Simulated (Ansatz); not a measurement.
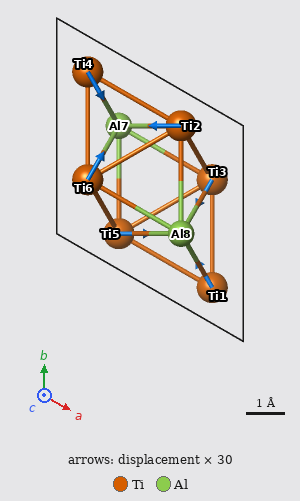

This is a relaxation of solid Ti₃Al (set up in P6_3/mmc). The starting structure is drawn; blue arrows show the displacements (the part carried along by the change of the cell is left out), 30 times their true length.

Style: ball-and-stick. Shown: the cell of the calculation, along the c axis.

Computed with DFT PBEsol, scalar-relativistic, plane waves, PAW in Ansatz.

Input file:
```yaml
crystal:
  lattice:
    - [5.764, 0.0, 0.0]
    - [-2.882, 4.9917704274, 0.0]
    - [0.0, 0.0, 4.664]
  atoms:
    - { symbol: Ti, position: [0.8333, 0.1667, 0.25] }
    - { symbol: Ti, position: [0.6666, 0.8333, 0.75] }
    - { symbol: Ti, position: [0.8333, 0.6666, 0.25] }
    - { symbol: Ti, position: [0.1667, 0.8333, 0.75] }
    - { symbol: Ti, position: [0.3334, 0.1667, 0.25] }
    - { symbol: Ti, position: [0.1667, 0.3334, 0.75] }
    - { symbol: Al, position: [0.3333333333, 0.6666666667, 0.25] }
    - { symbol: Al, position: [0.6666666667, 0.3333333333, 0.75] }
basis:
  ecutwfc: 420
kpoints:
  mp_grid: { grid: [6, 6, 8] }
hamiltonian:
  xc: pbesol
scf:
  occupations: { method: gaussian, width: 0.1 }
output:
  forces: true
  stress: true
  eigenvalues: true
  write_density: true
  write_potential: true
  elf: true
  volumetric_format: npy
relax:
  adjacent_minimum: "off"
  f_tol: 0.005
  max_steps: 80
  cell: { stress_tol: 0.05 }
```

Run as
```bash
ansatz run input.yaml --threads 2 --pin off --max-ram 5120MiB --backend cpu --events-out ev --progress --plain --runs-dir out
```

### What happened in the run?

After 3 accepted moves (5 points after the start) the energy has fallen by 12.5 meV per atom. Largest force component: 0.31 eV/Å at the start, 0.00014 eV/Å at the end. Pressure: −4.28 GPa at the start and 0.00 GPa at the end. The line search rejected the trial step at point 1 of the run. The SCF was repeated once at an unchanged geometry on a basis and grid sized afresh for the cell, which shifted the energy by 0.1 meV per atom at most. The largest moves relative to the cell, 0.029 Å, are those of Ti1, Ti2, Ti3, Ti4, Ti5 and Ti6. Ti6 goes along [1 2 0]. Al stays in place. The drawn cell changes as follows: a = b 5.764 → 5.688 Å (−1.3 %), c 4.664 → 4.608 Å (−1.2 %); the volume changes by −3.8 %. Near-neighbour distances that change, for instance: Ti1–Ti3 2.881 → 2.792 Å, Ti1–Al8 2.865 → 2.812 Å, Ti1–Al7 2.882 → 2.844 Å, Ti1–Ti2 2.865 → 2.846 Å. The space group stays P6_3/mmc (No. 194). The run took 27 s on 2 threads of Intel(R) Xeon(R) 6975P-C (Granite Rapids), with other jobs on the host, peak memory 0.58 GiB.
